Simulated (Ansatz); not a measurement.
LiH

Input file:

```
crystal:
  lattice:
    - [3.2558279722, 0.0488374196, 0.0]
    - [-1.58561954, 2.7952110245, 0.0]
    - [0.0, 0.0, 4.0684430029]
  atoms:
    - { symbol: Li, position: [0.3299832932, 0.6668291668, -0.0625] }
    - { symbol: Li, position: [0.6700167068, 0.3331708332, 0.4375] }
    - { symbol: H, position: [0.3294235756, 0.66683549, 0.4375] }
    - { symbol: H, position: [0.6705764244, 0.33316451, 0.9375] }
kpoints:
  mp_grid: { grid: [6, 6, 4] }
  band_path:
    path:
      - [0.0, 0.0, 0.0]
      - [0.5, 0.0, 0.0]
      - [0.3333333333, 0.3333333333, 0.0]
      - [0.0, 0.0, 0.5]
      - [0.5, 0.0, 0.5]
      - [0.3333333333, 0.3333333333, 0.5]
      - [0.333333, 0.341146, 0.0]
    npoints: 1
hamiltonian:
  xc: hse06
scf:
  occupations: { method: fixed }
  n_extra_bands: 5
output:
  forces: true
  stress: true
  eigenvalues: true
  write_density: true
  write_potential: true
  elf: true
  volumetric_format: npy
```

Command:

```sh
ansatz run input.yaml --threads 2 --pin off --max-ram 2211MiB --backend cpu --events-out ev --progress --plain --runs-dir out
```

Below, planes, directions and counts refer to the conventional cell (a = 3.21 Å, b = 4.07 Å, c = 3.26 Å, α = 90.00°, β = 118.71°, γ = 90.00°).

Space group P2₁/m; started from the wurtzite prototype, which need not be the ambient phase; changed on purpose from its base cell (shear xy strain +3.0%).

Theory: Ansatz 0.2.0, DFT, HSE06, plane waves, PAW.

The density is the valence pseudo-density of a PAW calculation; it isn't the true density close to the nuclei.

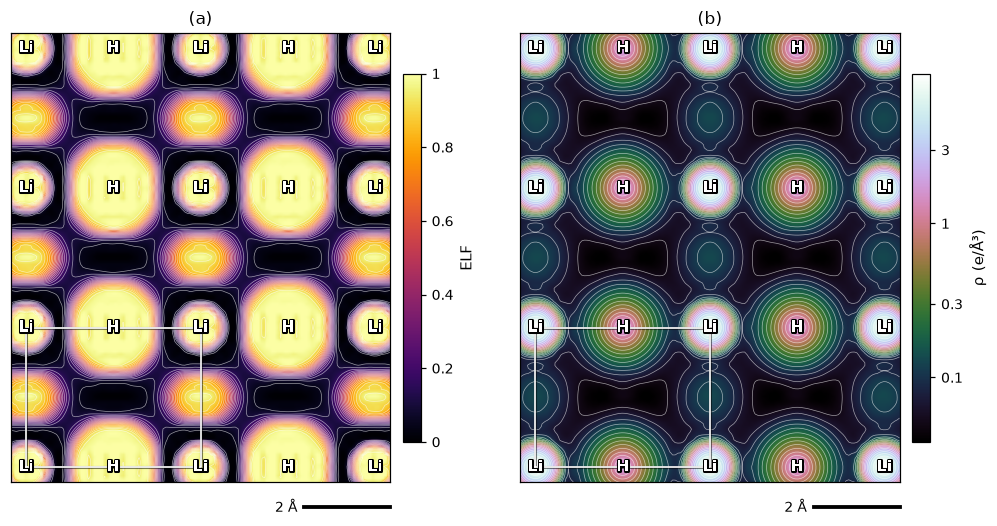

Figure 1. (a) electron localisation function; (b) valence pseudo-density on the (100) plane of the conventional cell.

Question: What do the fields say about this system?

Answer: The section cuts through Li and H sites. Atoms just off the plane (Li, 0.9 Å away) can leave unmarked features too. Li–H (2.03 Å): ρ is about 0.13 e/Å³ halfway; the ELF climbs to about 1 towards the hydrogen (a hydride-like H with a filled shell, bound largely ionically). Between the atoms the lowest density in this plane is 0.04 e/Å³. The features right at Li lie inside the PAW spheres, where the map follows smoothed inner orbitals and isn't to be read closely.

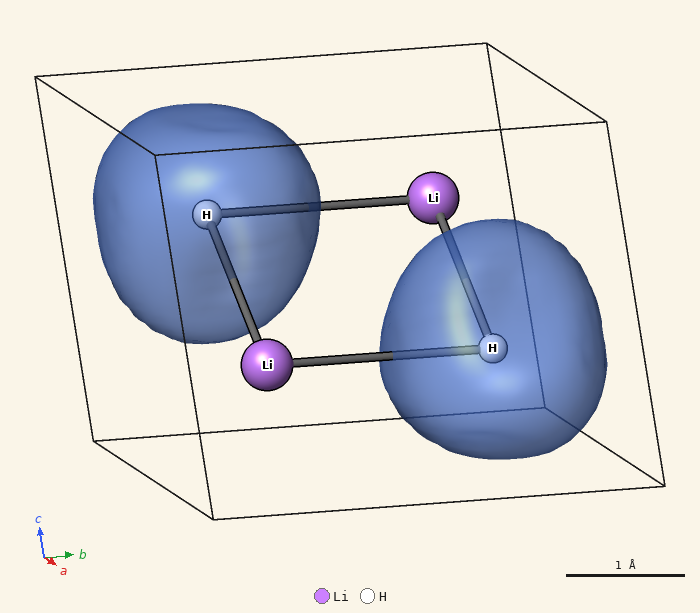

Figure 2. Isosurface of the ELF at 0.75 (blue), seen slightly off an axis. Core shells and regions of very low density are left out. Sticks mark near contacts.

Question: Describe the localisation domains.

Answer: The ELF exceeds this value in two regions around hydrogen nuclei, counted in one cell of 4 atoms. Regions shared between cells count once. Along the contacts the grid gives the following. Li–H (1.88 Å): the ELF climbs to about 1 towards the hydrogen; an ionic contact to a hydride ion.

Question: Does the calculation make it a metal, or give it a gap?

Answer: It is gapped, with a Kohn–Sham gap of 2.7 eV on the k-point mesh (the band edges may lie off the mesh, which would make the gap smaller).
